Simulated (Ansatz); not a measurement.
Run report: MnO₂, single-point calculation

MnO₂ (C2/m, 3 atoms in the cell), computed with DFT PBE+U, scalar-relativistic, plane waves, PAW, Ueff = 1 eV on Mn atom 1 d, spin-polarised (Ansatz 0.2.0).

The structure was built on a prototype by a generator; it need not be a known phase. It belongs to a series of runs on one base structure; here: random orbitals: harmonics, high filling. Figures and captions count atoms from 1; the log counts them from 0 in places.

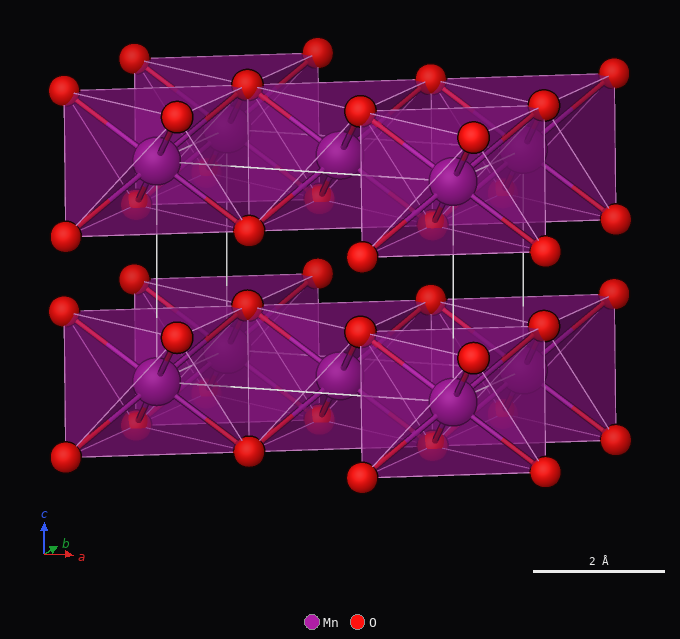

Fig. 1: The structure as given in the input (polyhedral view of the cell 2 times as large as that of the calculation, set on its symmetry axes, seen slightly off an axis; polyhedra are completed across the faces of the cell).

**Summary**

| quantity | value |
| --- | --- |
| outcome | converged |
| space group (tolerance 0.01 Å) | C2/m (12) |
| electrons treated | 27 |
| free energy | −5031.4762 eV |
| Fermi energy | 13.493 eV |
| gap on the k-point mesh | 0.35 eV |
| net moment of the cell | 3.00 μB |
| integrated absolute moment | 3.19 μB |
| pressure | 26.92 GPa |
| largest force (length of the vector) | 3.384 eV/Å |
| hardware | 2 threads of Arm Neoverse N1, 16 GiB of memory available, shared host |
| wall time | 11 s (CPU time 20 s) |
| peak memory | 0.37 GiB |

**Notes**

Warnings of the run: the typed occupations were not kept.

**The input**
```yaml
crystal:
  lattice:
    - [2.43025023, -1.48979173, 0.0]
    - [2.43025023, 1.48979173, 0.0]
    - [-0.00239261, 0.0, 3.42716244]
  atoms:
    - { symbol: Mn, position: [0.0, 0.0, 0.0], spin: 3.0 }
    - { symbol: O, position: [0.6879, 0.6879, 0.2889] }
    - { symbol: O, position: [0.3121, 0.3121, 0.7111] }
basis:
  ecutwfc: 420
  ecutrho_ratio: 4
kpoints:
  mp_grid: { grid: [7, 7, 6] }
hamiltonian:
  xc: pbe
  hubbard:
    sites:
      - { site: 0, l: d, u_eff: 1.0, starting_ns: [{ spin: up, occupation_matrix: s0up }, { spin: down, occupation_matrix: s0down }] }
    occupation_matrices:
      s0up:
        matrix:
          - [0.97, 0.0, 0.0, 0.0, 0.0]
          - [0.0, 0.97, 0.0, 0.0, 0.0]
          - [0.0, 0.0, 0.02, 0.0, 0.0]
          - [0.0, 0.0, 0.0, 0.97, 0.0]
          - [0.0, 0.0, 0.0, 0.0, 0.02]
      s0down:
        matrix:
          - [0.02, 0.0, 0.0, 0.0, 0.0]
          - [0.0, 0.02, 0.0, 0.0, 0.0]
          - [0.0, 0.0, 0.02, 0.0, 0.0]
          - [0.0, 0.0, 0.0, 0.02, 0.0]
          - [0.0, 0.0, 0.0, 0.0, 0.02]
    ns_hold: { iters: 5 }
scf:
  occupations: { method: gaussian, width: 0.05 }
  lower_state_search: "off"
  max_iter: 150
output:
  forces: true
  stress: true
  eigenvalues: true
  populations: true
  hubbard: { sites: [{ site: 0, l: d }] }
  write_density: true
  write_potential: true
  elf: true
  volumetric_format: npy
magnetization:
  spin_polarized: true
```

Command:
```bash
ansatz run input.yaml --threads 2 --pin off --max-ram 3072MiB --backend cpu --events-out ev --progress --plain --runs-dir out
```

**Output**
```
Mn: projections on atomic orbitals take those of the free atom [Ne] 3s2 3p6 3d5 4s2, of charge +0.00 (hamiltonian.pseudopotentials.projection_atoms); the dataset's partial waves leave at most 9.0e-7 of an orbital's norm unspanned inside its sphere
O: projections on atomic orbitals take those of the free atom [He] 2s2 2p4, of charge +0.00 (hamiltonian.pseudopotentials.projection_atoms); the dataset's partial waves leave at most 1.9e-8 of an orbital's norm unspanned inside its sphere
Engine: ansatz 0.2.0, aarch64-unknown-linux-gnu
Pseudopotentials: kind: paw
Pseudopotential: Mn, paw, valence charge 15, recommended cutoff 420 eV (normal), Mn.paw.azcp
Pseudopotential: O, paw, valence charge 6, recommended cutoff 420 eV (normal), O.paw.azcp
Functional definition: PBE
  parameter kappa = 0.804
  parameter beta = 0.06672455060314922
  exchange = pbe_x(kappa = kappa, mu = beta*pi^2/3)
  correlation = pbe_c(beta = beta)
Crystal: 3 atoms, lattice volume = 24.817 Å³
Basis set: ecut = 420 eV, 487 PW (Γ), exchange–correlation on 40×40×48 points (8 copies of the dense FFT grid, shifted against one another)
Bands: 19, of which v1, the nominal top of the filled ones, is band 14 counted from 1 (13 counted from 0)
Symmetry: 4 space group operations
Space group: C2/m (ITA 12), of the structure as read, at distance tolerance 2.9e-5 Å
Magnetic group: BNS 12.58 (UNI 65), of the structure as read, at distance tolerance 2.9e-5 Å
k-points: 88 of 294
Non-local potential: Mn, projectors of the file, l = 0: 3, l = 1: 2, l = 2: 3, l = 3: 1
Non-local potential: O, projectors of the file, l = 0: 2, l = 1: 2, l = 2: 1
PAW form: soft (Blöchl's): semilocal exchange-correlation on the pseudo side does not see the compensation charge
PAW one-centre angular grid: Mn, 590 points (default); XC on 64 Gauss nodes
PAW one-centre angular grid: O, 110 points (default); XC on 64 Gauss nodes
Initial density: superposition of atomic densities (chi_scale 0.1, normalization cell, long waves kept (reshape's long-wave potential 0.01 eV rms))
Starting moments: Σ|m| = 3 μB on 1 of 3 sites
Initial wavefunctions: pseudopotential atomic-orbital guess
Functional: x = pbe(κ = 0.804, μ = 0.2195149727645171), c = pbe(β = 0.06672455060314922)
SCF iter   1: F=—  HF=-5033.698775 eV  |F-HF|=—  |Δ(HF+E_count)|=         —  Δρ=2.86e-1 (↑1.74e-1 ↓2.86e-1)  dr2=5.36e1  dr2_m=1.04e0  M=1.877 μB ∫|m|=1.924 μB  β_m=0.30  ethr=3.10e-3  ⟨swp⟩=4.6  Hψ=13296  notcnv=0
preconditioner: auto → none  [metal: Δε(μ)=0.020 eV  Ē_g=12.145 eV  σ=0.050 eV  W_gap=0.22  n_scr=8 (ndim 8)  ℏωp=32.5 eV  f_vac=0.000  D(μ)=2.90/eV (n_scr^D=44)  sad-step TF]
SCF iter   2: F=—  HF=-5031.804378 eV  |F-HF|=—  |Δ(HF+E_count)|=    1.89e0  Δρ=1.41e-1 (↑1.15e-1 ↓1.41e-1)  dr2=1.09e1  dr2_m=3.95e-1  M=3.000 μB ∫|m|=3.096 μB  β_m=1.00  ethr=3.10e-3  ⟨swp⟩=3.8  Hψ=8962  notcnv=0  defer=193
SCF iter   3: F=—  HF=-5030.502407 eV  |F-HF|=—  |Δ(HF+E_count)|=    1.30e0  Δρ=6.35e-2 (↑4.73e-2 ↓6.35e-2)  dr2=2.15e0  dr2_m=2.11e-2  M=3.000 μB ∫|m|=3.181 μB  β_m=1.00  ethr=3.10e-3  ⟨swp⟩=3.3  Hψ=8141  notcnv=0  defer=175
SCF iter   4: F=—  HF=-5030.462652 eV  |F-HF|=—  |Δ(HF+E_count)|=   3.98e-2  Δρ=2.02e-2 (↑2.02e-2 ↓1.33e-2)  dr2=1.36e-1  dr2_m=1.60e-2  M=2.998 μB ∫|m|=3.194 μB  β_m=1.00  ethr=3.10e-3  ⟨swp⟩=3.4  Hψ=7564  notcnv=0  defer=176
SCF iter   5: F=—  HF=-5030.565008 eV  |F-HF|=—  |Δ(HF+E_count)|=   1.02e-1  Δρ=1.09e-2 (↑7.73e-3 ↓1.09e-2)  dr2=8.24e-2  dr2_m=9.55e-4  M=3.000 μB ∫|m|=3.215 μB  β_m=1.00  ethr=5.03e-4  ⟨swp⟩=2.6  Hψ=5998  notcnv=0  defer=176
SCF iter   6: F=—  HF=-5030.603638 eV  |F-HF|=—  |Δ(HF+E_count)|=   3.86e-2  Δρ=6.16e-3 (↑4.14e-3 ↓6.16e-3)  dr2=2.72e-2  dr2_m=2.57e-4  M=3.000 μB ∫|m|=3.226 μB  β_m=0.30  ethr=3.05e-4  ⟨swp⟩=2.0  Hψ=4302  notcnv=0  defer=176
Mixer restart at iter 6: flushing history
spin-set hold released at iteration 6 (site moments contracting): the magnetisation degrees of freedom join the quasi-Newton model from the next iteration; the mixer history was flushed
SCF iter   7: F=—  HF=-5031.042195 eV  |F-HF|=—  |Δ(HF+E_count)|=         —  Δρ=9.52e-3 (↑9.52e-3 ↓6.78e-3)  dr2=5.77e-2  dr2_m=1.01e-3  M=3.000 μB ∫|m|=3.214 μB  β_m=0.30  ethr=1.01e-4  ⟨swp⟩=2.4  Hψ=5188  notcnv=0  defer=176
SCF iter   8: F=—  HF=-5031.265496 eV  |F-HF|=—  |Δ(HF+E_count)|=   2.23e-1  Δρ=9.95e-3 (↑9.95e-3 ↓8.93e-3)  dr2=8.27e-2  dr2_m=5.95e-4  M=3.000 μB ∫|m|=3.215 μB  β_m=0.42  ethr=1.01e-4  ⟨swp⟩=2.9  Hψ=6995  notcnv=0  defer=176
SCF iter   9: F=—  HF=-5031.445726 eV  |F-HF|=—  |Δ(HF+E_count)|=   1.80e-1  Δρ=2.24e-2 (↑2.24e-2 ↓2.04e-2)  dr2=4.30e-1  dr2_m=2.11e-3  M=2.995 μB ∫|m|=3.189 μB  β_m=0.29  ethr=1.01e-4  ⟨swp⟩=3.0  Hψ=7180  notcnv=0  defer=176
SCF iter  10: F=—  HF=-5031.469942 eV  |F-HF|=—  |Δ(HF+E_count)|=   2.42e-2  Δρ=3.04e-3 (↑3.04e-3 ↓1.17e-3)  dr2=1.01e-3  dr2_m=7.39e-4  M=3.000 μB ∫|m|=3.199 μB  β_m=0.57  ethr=1.01e-4  ⟨swp⟩=3.2  Hψ=7700  notcnv=0  defer=176
SCF iter  11: F=—  HF=-5031.476125 eV  |F-HF|=—  |Δ(HF+E_count)|=   6.18e-3  Δρ=1.30e-3 (↑1.23e-3 ↓1.30e-3)  dr2=8.59e-4  dr2_m=1.50e-4  M=3.000 μB ∫|m|=3.193 μB  β_m=0.72  ethr=3.72e-6  ⟨swp⟩=2.2  Hψ=5624  notcnv=0  defer=176
SCF iter  12: F=—  HF=-5031.476149 eV  |F-HF|=—  |Δ(HF+E_count)|=   2.40e-5  Δρ=3.17e-4 (↑2.21e-4 ↓3.17e-4)  dr2=1.48e-5  dr2_m=1.27e-5  M=3.000 μB ∫|m|=3.191 μB  β_m=0.81  ethr=3.18e-6  ⟨swp⟩=1.0  Hψ=3169  notcnv=0  defer=176
SCF iter  13: F=—  HF=-5031.476152 eV  |F-HF|=—  |Δ(HF+E_count)|=   3.03e-6  Δρ=1.17e-4 (↑1.17e-4 ↓9.98e-5)  dr2=3.61e-6  dr2_m=1.17e-6  M=3.000 μB ∫|m|=3.191 μB  β_m=0.79  ethr=5.49e-8  ⟨swp⟩=2.0  Hψ=5129  notcnv=0  defer=176
SCF iter  14: F=—  HF=-5031.476151 eV  |F-HF|=—  |Δ(HF+E_count)|=   6.46e-7  Δρ=4.74e-5 (↑4.74e-5 ↓3.49e-5)  dr2=1.85e-7  dr2_m=3.10e-7  M=3.000 μB ∫|m|=3.190 μB  β_m=0.87  ethr=1.34e-8  ⟨swp⟩=2.2  Hψ=5172  notcnv=0  defer=176
SCF iter  15: F=-5031.476151 eV  HF=-5031.476151 eV  |F-HF|=8.48e-9  |Δ(HF+E_count)|=   6.44e-8  Δρ=1.12e-5 (↑9.74e-6 ↓1.12e-5)  dr2=2.81e-9  dr2_m=2.39e-8  M=3.000 μB ∫|m|=3.190 μB  ethr=3.70e-10  ⟨swp⟩=10.8  Hψ=22962  notcnv=0
WARN: hamiltonian.hubbard: on 1 of 2 specified blocks the occupation matrix of this SCF's result fails the test of the specified filling. At site 0 ↑ (sites count from 0 in the list of atoms of the cell that this SCF solves) the least filled combination of the orbitals specified full has occupation 0.512, and the fullest combination of the orbitals specified empty has occupation 0.984; the filling counts as kept where the first is at least 0.75 and exceeds the second by more than 0.25. The state of this SCF's result may not hold the specified filling, though these bounds can also misjudge a state that does. This warning does not say which state is lower in energy, or whether the specified filling is a self-consistent state at all; see hamiltonian.hubbard.sites[].starting_ns, Limitations, and scf.initial_density.shell_occupations in the input reference
SCF 1 converged in 15 iterations: F = -5031.476151 eV  dr2 = 2.81e-9
  greatest PAW one-centre occupation: 1.000 electrons in one spin orbital (limit 2), on the Mn atom at site 0 (counted from 0), in its partial waves of l = 1
```

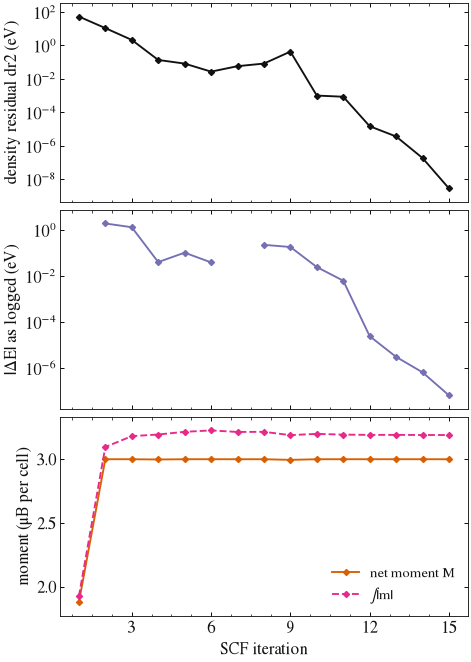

Fig. 2: Convergence of the self-consistent field: density residual dr2, size of the energy change and magnetic moment against the SCF iteration. The residual falls unevenly and jumps up by a factor of two or more 2 times on the way down. The net moment goes from 1.9 to 3.0 μB per cell.

```
SCF converged after 15 iterations
Magnetization: 3.0000 μB (15.0000 up, 12.0000 down)
Absolute magnetization: 3.1909 μB (∫|ρ↑−ρ↓|, with the PAW one-centre terms)
Spin contamination: 0.0804 ħ² per cell (⟨S²⟩ above its minimum at these occupations)
Per-site moments (μB) at R_I (Å): [(2.5381837331644923, 0.747477342846039), (-0.034261841467140425, 0.747477342846039), (-0.03426184146714056, 0.747477342846039)]
Free energy (F): -5031.476151 eV
Harris-Foulkes:  -5031.476151 eV  (|F-HF|=8.48e-9)
Internal energy: -5031.476151 eV  (E = F + TS)
E sigma→0 (E₀):  -5031.476151 eV
Fermi energy:    13.492980 eV
--- Per-component energies (eV) ---
  E_band       = -227.773574
  E_kinetic    = 653.292973
  E_local      = -2414.950390  (includes V_loc(G=0)·N_el)
  E_nonlocal   = 335.899205
  E_hartree    = 947.944061
  E_xc         = -261.799812
  E_vxc        = -334.679805  (∫ρ·V_xc dr)
  E_hubbard    = 0.657427  (on-site DFT+U / exact-exchange correction)
  E_vhub       = -1.248746  (the Hubbard potential's part of the band-sum identity)
  E_paw        = -1611.980840  (= ΣΔE_a)
  E_vpaw       = -361.981087  (= ΣTr[D̂ρ^β])
  E_aug_tail   = 0.004768  (compensation charges beyond the density's cutoff)
  E_ewald      = -2680.543544
  E_smearing   = -0.000000  (= −TS)
  E_closure    = 0.000000  (closes the sum)
  Σ components = -5031.476151   (vs F -5031.476151, Δ=0.00e0)
--- Specified on-site occupations, and those of the state reported ---
  electrons in the specified blocks: 3.0500 specified, 5.1272 found
  site 0 (l=d) ↑: largest change of an orbital's occupation 0.9639; electrons 2.9500 specified, 4.0632 found; spectral distance 0.7532
  site 0 (l=d) ↓: largest change of an orbital's occupation 0.3410; electrons 0.1000 specified, 1.0640 found; spectral distance 0.4879
--- Forces (eV/Å), atoms counted from 1 ---
  atom   1  Mn     0.00000000     0.00000000     0.00000000
  atom   2  O     -1.89081608     0.00000000    -2.80598337
  atom   3  O      1.89081608     0.00000000     2.80598337
  max |Σ_I F_I| component: 4.44e-16 eV/Å
--- Stress (GPa, compression-positive) ---
       29.716163       0.000000     -20.618041
        0.000000       9.723377       0.000000
      -20.618041       0.000000      41.328219
  P = ⅓ Tr σ = 26.9226 GPa (269.226 kbar)
--- Band table (eV; the first three rows and the last of 176) ---
  k-point 0 ↑: bands = ["-68.6143", "-37.3161", "-37.2758", "-37.2391", "-7.5011", "-3.3231", "5.6288", "6.7578", "7.1118", "10.0998", "10.3577", "11.5611", "12.0948", "12.2358", "13.3168", "14.3215", "15.5637", "20.7798", "22.9587"]
  k-point 1 ↑: bands = ["-68.6142", "-37.3189", "-37.2756", "-37.2390", "-7.2865", "-3.7110", "6.0804", "6.8836", "7.1560", "10.0432", "10.3141", "11.4497", "11.7267", "11.8523", "12.8938", "14.7474", "15.7532", "21.3217", "23.4101"]
  k-point 2 ↑: bands = ["-68.6141", "-37.3244", "-37.2753", "-37.2389", "-6.6754", "-4.6348", "7.1508", "7.1802", "7.2930", "9.9561", "10.2286", "10.7977", "10.9174", "11.2071", "12.5094", "15.3448", "16.1032", "22.5129", "24.0841"]
  k-point 87 ↓: bands = ["-65.2273", "-34.2781", "-34.0139", "-33.8871", "-5.4406", "-4.3849", "6.6400", "6.9437", "8.2234", "9.7941", "10.7682", "11.3886", "14.7440", "15.1297", "15.3869", "16.4842", "17.2256", "25.2119", "27.9845"]
Occupation matrices written to [file]
--- Löwdin populations: 3 sites ---
  site symbol       q [e]    m [muB]
     0     Mn     13.6696     3.0116
     1      O      6.6078    -0.0149
     2      O      6.6078    -0.0149
  spilling = 0.004251 (of n_electrons = 27.000000)
--- Occupation matrices: 1 shell (run DFT+U table (all-electron-ortho-atomic); ε = 7.36e-3) ---
  Mn0 d_3D: site group C2h (2/m)
  Mn0 d_3D up     Tr n = 4.0632  λ = 0.512 0.590 0.983 0.984 0.995  [xz 0.63 Ag(1.00) | yz 0.57 Bg(1.00) | 2× z2 0.32 Ag(0.50) | x2-y2 0.40 Ag(1.00)]
  Mn0 d_3D dn     Tr n = 1.0640  λ = 0.093 0.148 0.157 0.305 0.361  [z2 0.45 Ag(1.00) | xy 0.51 Bg(1.00) | z2 0.55 Ag(1.00) | yz 0.51 Bg(1.00) | xz 0.57 Ag(1.00)]
  specified occupation → Mn0 d_3D up: matrix, ‖Δ‖_F = 1.2103, Tr Δ = -1.1132, displaced = 1.0150, d_λ = 0.7532; orbital distance = 1.4142
  specified occupation → Mn0 d_3D dn: matrix, ‖Δ‖_F = 0.4879, Tr Δ = -0.9640, displaced = 0.4820, d_λ = 0.4879; orbital distance = 0.0000
  Tr n, λ and their labels are of the run-group-symmetrised matrices; stabiliser: 4 of 8 elements of G0×{1,Θ} (closed), max defect 9.0e-16 at τ = 1.6e-3
```

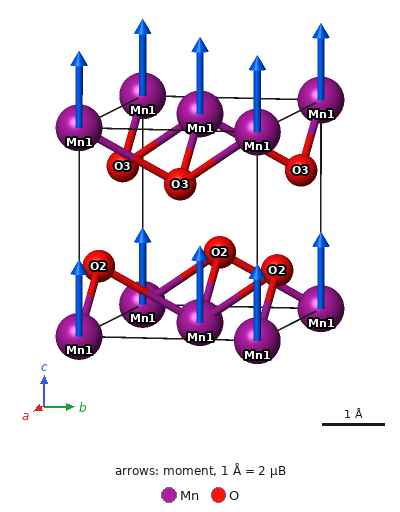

Fig. 3: Magnetic moments of the sites as blue arrows (ball-and-stick view of the cell 2 times as large as that of the calculation, set on its symmetry axes, seen slightly off an axis; atoms are numbered from 1 in the order of the input); small moments hardly show. The run is collinear, so the axis drawn is arbitrary. Site moments: Mn1 (2.54 μB). They are counted near the atoms and needn't add up to the moment of the cell.

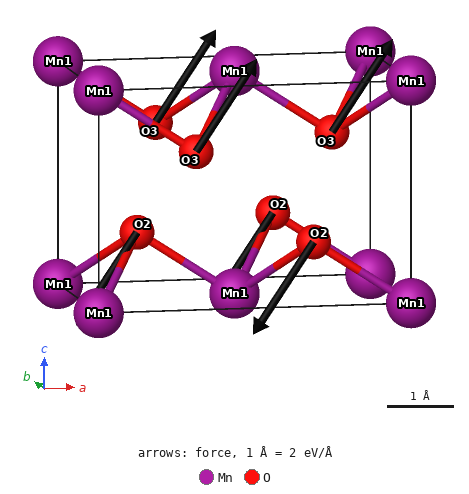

Fig. 4: Forces on the atoms as black arrows (ball-and-stick view of the cell 2 times as large as that of the calculation, set on its symmetry axes, seen slightly off an axis; atoms are numbered from 1 in the order of the input). The largest act on O2, O3 (3.38 eV/Å). The geometry is not a stationary point of this energy.

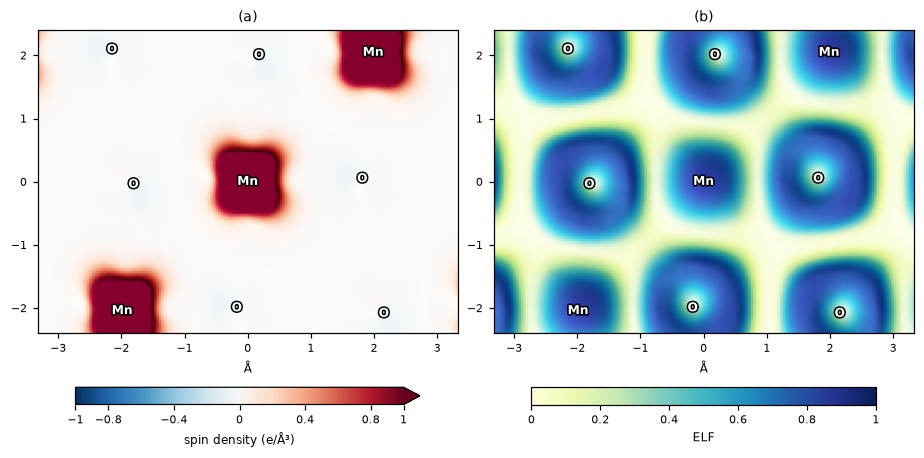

Fig. 5: (a) spin density; (b) electron localisation function on the (111) plane of the conventional cell. Mn–O (1.81 Å): the ELF is about 0.30 at the midpoint. Mn–O (2.01 Å): the ELF is about 0.25 at the midpoint. The strong features right at Mn lie inside the PAW spheres (semicore, d or f shells) and say nothing about bonding. The cell of the calculation (3 atoms) carries 3.0 μB net. Core electrons are frozen (PAW), so the fields are smoothed inside the atomic spheres.

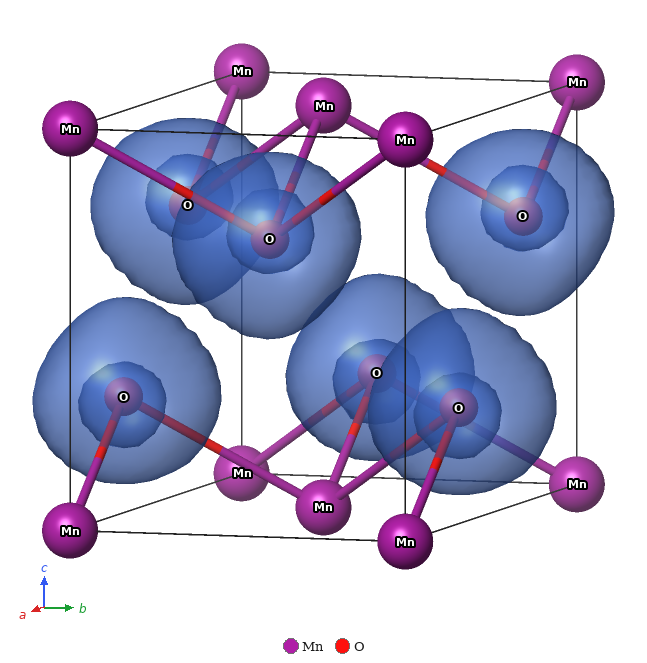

Fig. 6: Isosurface of the ELF at 0.7 (blue), seen slightly off an axis. Only the valence region is drawn (cores and ρ < 0.01 e/Å³ removed). Sticks mark near contacts. The outline is the cell set on symmetry axes. Along the contacts the grid gives the following. Mn–O (1.81 Å): the ELF is about 0.30 at the midpoint. Mn–O (2.01 Å): the ELF is about 0.25 at the midpoint.

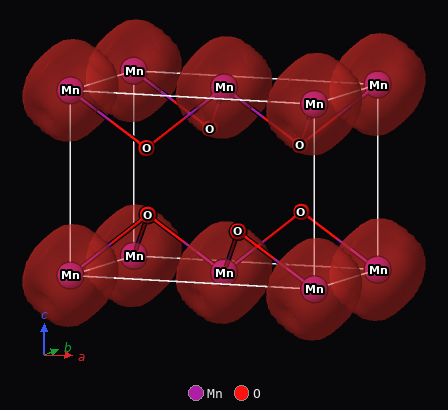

Fig. 7: Isosurface of the magnetisation density (up minus down) at +0.2 e/Å³ (red), seen slightly off an axis. Sticks mark near contacts. The outline is the cell set on symmetry axes. The cell of the calculation (3 atoms) carries 3.0 μB net.
